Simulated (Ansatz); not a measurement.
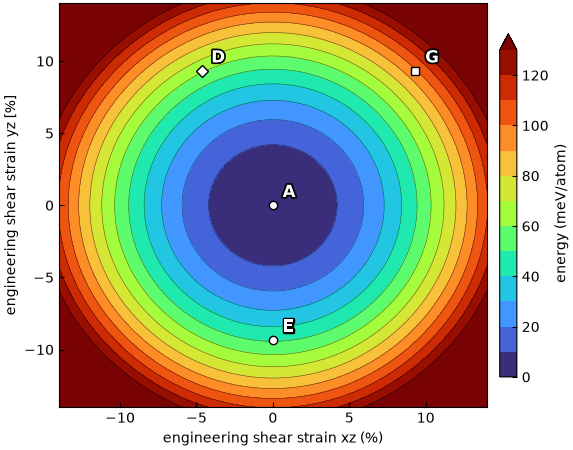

Ni (Im-3m, No. 229; 1 atom in the cell). The energy is mapped over two homogeneous strains (x, y and z along the cube axes). First axis: engineering shear strain xz. Second axis: engineering shear strain yz. Nothing is relaxed (symmetry fixes all fractional coordinates). The scan uses a 7 × 7 grid; 10 points were computed and 39 follow by symmetry. Points are written as (first, second). Energies: meV/atom, counted from the lowest grid point. The electronic state followed may not be the lowest one. Level of theory: Ansatz, DFT PBEsol, scalar-relativistic, plane waves, PAW. Settings: cutoff 520 eV, k-mesh 22×22×22, gaussian smearing 0.15 eV, spin-polarised.

The picture shows filled contours, one colour for all values above the top of the scale, lettered points. Between grid points the surface is interpolated.

Is E the lowest point of the computed grid?

Answer. No. E lies 49 meV/atom above the lowest grid point, which is at (0.0 %, 0.0 %).

What kind of point is each of A, D, E, G: minimum, saddle, maximum or slope?

Answer. A: minimum; D: on a slope; E: on a slope; G: on a slope. (In these two coordinates alone; a stationary point may lie a little off the grid point.)

PAW datasets: the set soft_1.
